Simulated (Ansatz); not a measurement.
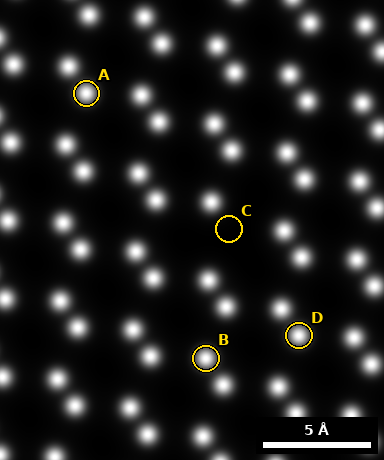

Z-contrast image of Ti (Fd-3m, No. 227) along [110]. Simulated incoherent Z contrast: every atom adds Z^1.6 spread by a probe of 0.75 Å full width; channelling and multiple scattering are left out. The probe carries 25 % of its weight in a tail 2.5 times as wide.

The sample is 1 repeat (4.2 Å) thick. One point defect was put into the perfect crystal, without relaxing the atoms around it. Brightness is counted from the darkest point of the image. Host structure: a calculation's starting geometry; the starting structure was generated, so it need not be a known form of this composition.

Question: Which ringed column holds the defect, and does it scatter more or less than its equals?

Answer: C; it scatters less. The column holds 1 atom (Ti) through the sample, and one Ti atom is missing, so its peak vanishes.
